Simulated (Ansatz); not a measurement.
## C: a failed or faulty run and its cure

System: C (slab, 24 atoms in the cell).
Method of run 1: DFT, PBEsol, plane waves, PAW, Ueff = 4 eV on C f (Ansatz 0.2.0).

The structure derives from an entry of the Crystallography Open Database. Text and figures count atoms from 1; the logs count them from 0 in places.

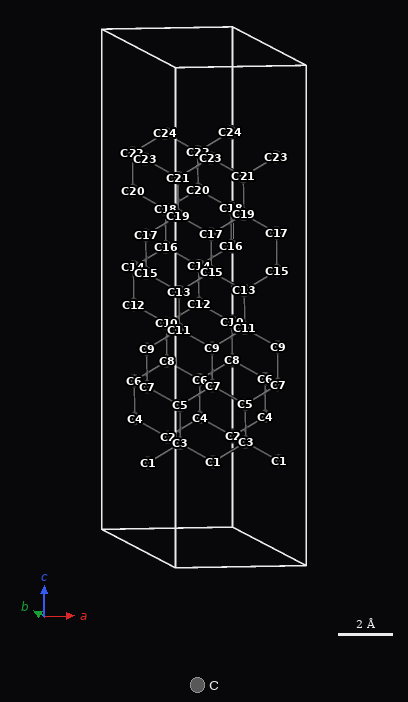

Figure 1. The input geometry (ball-and-stick view of the 2 repeat of the cell, with the vacuum cut short, seen slightly off an axis; atoms are numbered from 1 in the order of the input). An atom can appear more than once, as a periodic image.

### The input, run 1
```yaml
crystal:
  lattice:
    - [2.4589175859, 0.0, 0.0]
    - [-1.229458793, 11.1573273866, 0.0]
    - [0.0, 0.0, 26.8128146024]
  atoms:
    - { symbol: C, position: [0.9232686225, 0.8465372451, 0.2797169977], spin: 1.0 }
    - { symbol: C, position: [0.5868345339, 0.1736690678, 0.2975663154], spin: 1.0 }
    - { symbol: C, position: [0.4253079518, 0.8506159036, 0.3061360156], spin: 1.0 }
    - { symbol: C, position: [0.0888738632, 0.1777477264, 0.3239853333] }
    - { symbol: C, position: [0.4293398654, 0.8586797308, 0.3589765315] }
    - { symbol: C, position: [0.0929057768, 0.1858115535, 0.3768258492] }
    - { symbol: C, position: [0.9313791947, 0.8627583893, 0.3853955494] }
    - { symbol: C, position: [0.594945106, 0.1898902121, 0.4032448671] }
    - { symbol: C, position: [0.9354111083, 0.8708222165, 0.4382360653] }
    - { symbol: C, position: [0.5989770196, 0.1979540393, 0.456085383] }
    - { symbol: C, position: [0.4374504375, 0.8749008751, 0.4646550832] }
    - { symbol: C, position: [0.1010163489, 0.2020326978, 0.4825044009] }
    - { symbol: C, position: [0.4414823511, 0.8829647022, 0.5174955991] }
    - { symbol: C, position: [0.1050482625, 0.210096525, 0.5353449168] }
    - { symbol: C, position: [0.9435216804, 0.8870433608, 0.543914617] }
    - { symbol: C, position: [0.6070875918, 0.2141751835, 0.5617639347] }
    - { symbol: C, position: [0.947553594, 0.895107188, 0.5967551329] }
    - { symbol: C, position: [0.6111195053, 0.2222390107, 0.6146044506] }
    - { symbol: C, position: [0.4495929232, 0.8991858465, 0.6231741508] }
    - { symbol: C, position: [0.1131588346, 0.2263176692, 0.6410234685] }
    - { symbol: C, position: [0.4536248368, 0.9072496737, 0.6760146667] }
    - { symbol: C, position: [0.1171907482, 0.2343814964, 0.6938639844], spin: 1.0 }
    - { symbol: C, position: [0.9556641661, 0.9113283322, 0.7024336846], spin: 1.0 }
    - { symbol: C, position: [0.6192300775, 0.238460155, 0.7202830023], spin: 1.0 }
basis:
  ecutwfc: 420
kpoints:
  mp_grid: { grid: [14, 3, 1] }
hamiltonian:
  xc: pbesol
  hubbard: { sites: [{ species: C, l: f, u_eff: 4.0 }] }
scf:
  occupations: { method: gaussian, width: 0.1 }
  max_iter: 100
output:
  forces: true
  eigenvalues: true
  stress: true
magnetization:
  spin_polarized: true
efield:
  axis: 3
  dipole_correction: true
  ramp_width: 0.04
```

Launched with:
```bash
ansatz run input.yaml --threads 2 --pin off --max-ram 5120MiB --backend cpu --events-out ev --progress --plain --runs-dir out
```

Hardware: 2 threads of AMD EPYC (Zen 5), 32 GiB of memory available, shared host.

### Output (run 1)
```
Error: inconsistent input (hamiltonian.hubbard.sites[].l, hamiltonian.hubbard.sites[].shell): the file of C doesn't list 4f, and it can't be added: PBE doesn't bind the shell 4f of the free atom, whose level lies at +1.13 eV. Type an atom or ion with it (hamiltonian.pseudopotentials.projection_atoms), take another file or name another shell
```

**What should be changed in this input?**

A setting was made wrong on purpose: a U on a shell that isn't there (`hamiltonian.hubbard`). The program refused the input: “inconsistent input (hamiltonian.hubbard.sites[].l, hamiltonian.hubbard.sites[].shell): the file of C doesn't list 4f, and it can't be added: PBE doesn't bind the shell 4f of the free atom, whose level lies at +1.13 eV …”

A run of the same system that converges differs from this input as follows (lines with − go, lines with + come):
```diff
-  hubbard: { sites: [{ species: C, l: f, u_eff: 4.0 }] }
-  max_iter: 100
+  populations: true
+  write_density: true
+  write_potential: true
+  elf: true
+  volumetric_format: npy
```

### Output, shortened to warnings, some set-up lines, iterations and results (run 2)
```
Warning: crystal.symmetry: narrowed to the stabiliser of the k-point mesh — unitary ops 2 → 1; excluded 1 operation that carries a point of the 14×3×1 mesh (shift [0, 0, 0]) off the mesh (the run samples exactly the mesh kpoints.mp_grid names, as under crystal.symmetry.detect: false, and its converged state has the mesh's symmetry, not the crystal's; ε∞, the Born charges and the force constants …
WARN: The output density's exchange-correlation potential varies sharply where the density is thin. Do not read a vacuum level from v_tot or v_xc, or from such a field of the output density. On a cell that repeats whose density bears no net charge and no dipole along the vacuum's axis use v_es (v_loc + v_h of the components); under efield.dipole_correction with no amplitude use v_es + v_field, …
Basis set: ecut = 420 eV, 14321 PW (Γ), exchange–correlation on 36×160×360 points (8 copies of the dense FFT grid, shifted against one another)
Symmetry: 1 space group operations
k-points: 22 of 42 (time reversal used)
Initial density: superposition of atomic densities (neutral atoms: chi_scale 0, normalization atom)
[...]
SCF iter   1: F=—  HF=-5918.133113 eV  |F-HF|=—  |Δ(HF+E_count)|=         —  Δρ=3.92e-2 (↑3.47e-2 ↓3.92e-2)  dr2=3.18e1  dr2_m=1.33e0  M=3.299 μB ∫|m|=3.526 μB  β_m=0.30  …
SCF iter   2: F=—  HF=-5911.657277 eV  |F-HF|=—  |Δ(HF+E_count)|=    6.48e0  Δρ=2.64e-2 (↑2.28e-2 ↓2.64e-2)  dr2=1.54e1  dr2_m=7.41e-1  M=3.545 μB ∫|m|=3.754 μB  β_m=0.30  …
SCF iter   3: F=—  HF=-5907.291781 eV  |F-HF|=—  |Δ(HF+E_count)|=    4.37e0  Δρ=1.04e-2 (↑9.31e-3 ↓1.04e-2)  dr2=2.22e0  dr2_m=4.39e-1  M=4.305 μB ∫|m|=4.451 μB  β_m=0.30  …
SCF iter   4: F=—  HF=-5907.358723 eV  |F-HF|=—  |Δ(HF+E_count)|=   6.69e-2  Δρ=8.61e-3 (↑6.98e-3 ↓8.61e-3)  dr2=1.21e0  dr2_m=3.09e-1  M=4.619 μB ∫|m|=4.782 μB  β_m=0.30  …
SCF iter   5: F=—  HF=-5907.419598 eV  |F-HF|=—  |Δ(HF+E_count)|=   6.09e-2  Δρ=6.84e-3 (↑4.71e-3 ↓6.84e-3)  dr2=6.46e-1  dr2_m=1.88e-1  M=4.730 μB ∫|m|=4.927 μB  β_m=0.30  …
[... 9 lines ...]
SCF iter  15: F=—  HF=-5907.630316 eV  |F-HF|=—  |Δ(HF+E_count)|=   2.48e-4  Δρ=1.90e-5 (↑1.90e-5 ↓1.65e-5)  dr2=3.50e-6  dr2_m=1.71e-6  M=5.040 μB ∫|m|=5.614 μB  β_m=0.83  …
SCF iter  16: F=—  HF=-5907.630319 eV  |F-HF|=—  |Δ(HF+E_count)|=   2.86e-6  Δρ=6.33e-6 (↑5.94e-6 ↓6.33e-6)  dr2=1.03e-6  dr2_m=1.38e-7  M=5.041 μB ∫|m|=5.618 μB  β_m=0.77  …
SCF iter  17: F=—  HF=-5907.630319 eV  |F-HF|=—  |Δ(HF+E_count)|=   1.48e-7  Δρ=3.21e-6 (↑1.80e-6 ↓3.21e-6)  dr2=1.43e-7  dr2_m=3.01e-8  M=5.041 μB ∫|m|=5.618 μB  β_m=0.75  …
SCF iter  18: F=-5907.630319 eV  HF=-5907.630319 eV  |F-HF|=2.69e-9  |Δ(HF+E_count)|=   5.40e-8  Δρ=8.98e-7 (↑8.98e-7 ↓7.45e-7)  dr2=2.66e-9  dr2_m=4.12e-9  M=5.041 μB …
SCF 1 converged in 18 iterations: F = -5907.630319 eV  dr2 = 2.66e-9
WARN: The output density's exchange-correlation potential varies sharply where the density is thin. Do not read a vacuum level from v_tot or v_xc, or from such a field of the output density. On a cell that repeats whose density bears no net charge and no dipole along the vacuum's axis use v_es …
SCF converged after 18 iterations
Magnetization: 5.0407 μB (50.5203 up, 45.4797 down)
Absolute magnetization: 5.6247 μB (∫|ρ↑−ρ↓|, with the PAW one-centre terms)
Spin contamination: 0.0748 ħ² per cell (⟨S²⟩ above its minimum at these occupations)
[...]
```

### The two runs side by side

| quantity | run 1 | run 2 |
| --- | --- | --- |
| outcome | refused | converged |
| free energy per atom (eV) | – | −246.1513 |
| gap on the mesh (eV) | – | 0.00 |
| net moment of the cell (μB) | – | 5.04 |
| absolute moment of the cell (μB) | – | 5.62 |
| work function (eV) | – | 4.77 |
| largest force (eV/Å) | – | 3.281 |
| SCF iterations | – | 18 |
| irreducible k-points | – | 22 |
| plane waves at Γ | – | 14321 |

Notes on run 2: The program warns: the k-point mesh lowers the symmetry that the run can use; the exchange-correlation potential is rough where the density is thin.
